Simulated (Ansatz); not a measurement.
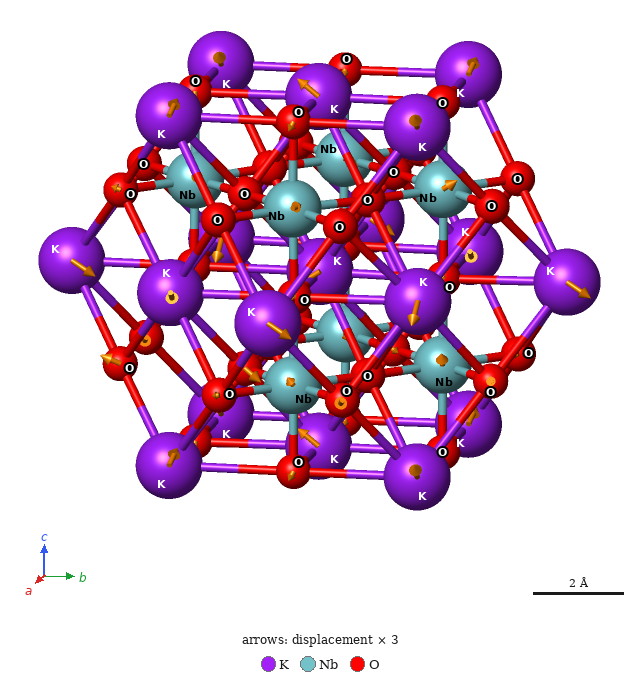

This is a relaxation of a defect cell of composition K8Nb7O24 (cell charge −4). The starting structure is drawn; orange arrows show the displacements, 3 times their true length.

A ball-and-stick model of the atoms within 5.8 Å of the atom that moves most (axes of the conventional cell (2 times the calculation's cell) (origin shifted)), seen slightly off an axis. Lengths and directions refer to the drawn axes.

Method: DFT, PBEsol, PAW, plane waves (Ansatz). Settings: plane-wave cutoff 420 eV; k-point mesh 1 × 1 × 1; mesh shifted by (0.25, 0.25, 0.25); collinear spin; atoms relaxed in a fixed cell; force threshold 0.03 eV/Å; at most 80 steps.

Q: Which element moves most?

A: Potassium: up to 0.27 Å, against 0.18 Å for oxygen.

Q: What did the optimiser do to the structure, and how much energy did it gain?

A: The energy falls by 3.194 eV per cell of the calculation in 10 geometry steps. The largest force component goes from 3.5 to 0.017 eV/Å. The atom that moves furthest is a K atom (0.27 Å along [0 −1 −1]). By element the largest moves are K 0.27 Å, O 0.18 Å, Nb 0.14 Å. The lattice vectors keep their values. Among the contacts that change: K–Nb 3.439 → 3.849 Å, K–O 2.843 → 2.557 Å, K–Nb 3.444 → 3.718 Å, K–O 2.818 → 2.557 Å. Among the angles between lasting bonds that change: K–O–K 179.8° → 167.3°, K–O–Nb 90.1° → 101.8°, K–O–K 178.6° → 167.3°. The run took 79 s on 7 threads of Arm Neoverse-V2, peak memory 1.5 GiB.

Limits of the set-up: the periodic images lie only 8.0 Å apart, so the values are limited by the cell's size; the cell is charged, on a uniform background, and energies carry no finite-size correction.
